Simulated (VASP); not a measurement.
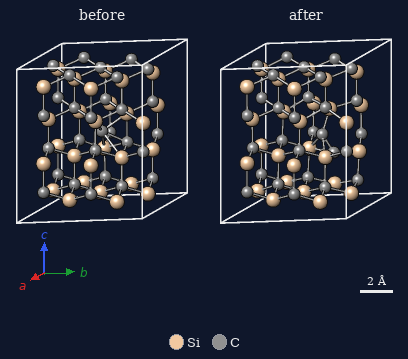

The structure of a defect cell of composition Si₂₈C₂₉ before (left) and after (right) a relaxation, at one scale.

The picture is a ball-and-stick view of the cell of the calculation (origin shifted), seen slightly off an axis.

The run lets the atoms move in a fixed cell.

Level of theory: Kohn-Sham DFT of a periodic cell, PBE, VASP PAW PBE potentials, recommended in VASP.

Input file:
```
PREC = Normal
ENCUT = 450
EDIFF = 1E-6
ISMEAR = 0
SIGMA = 0.01
LREAL = Auto
LASPH = True
NELM = 80
ALGO = Normal
ISIF = 2
LWAVE = False
LCHARG = False
GGA = PE
IBRION = 2
NSW = 70
EDIFFG = -0.025
ICORELEVEL = 1
NELECT = 230.0
ISYM = 0
KPAR = 4
NCORE = 2
```

Command:
```bash
cat potpaw_PBE.64/Si/POTCAR potpaw_PBE.64/C/POTCAR > POTCAR
mpirun -np 8 vasp_std > vasp.out
```

Question: What changed between the two?

Answer: The atom that moves furthest is a C atom (1.12 Å roughly along [−1 3 −1]). By element the largest moves are C 1.12 Å, Si 0.33 Å. The cell stays as it was. Some distances before and after: C–Si 1.886 → 2.914 Å, C–Si 2.090 → 2.911 Å, C–Si 2.401 → 3.217 Å, C–C 2.016 → 2.755 Å. Bonds break, among them: C–Si (1.89 → 2.91 Å), C–Si (2.09 → 2.91 Å), C–Si (2.17 → 2.90 Å). Among the angles between lasting bonds that change: Si–C–C 58.3° → 130.6°, C–Si–C 167.6° → 119.3°, Si–C–C 172.4° → 124.2°. The energy falls by 4.502 eV per cell of the calculation in 66 geometry steps. The largest force component goes from 2.7 to 0.014 eV/Å.

Limits of the set-up: the periodic images lie only 8.2 Å apart, so the values are limited by the cell's size.
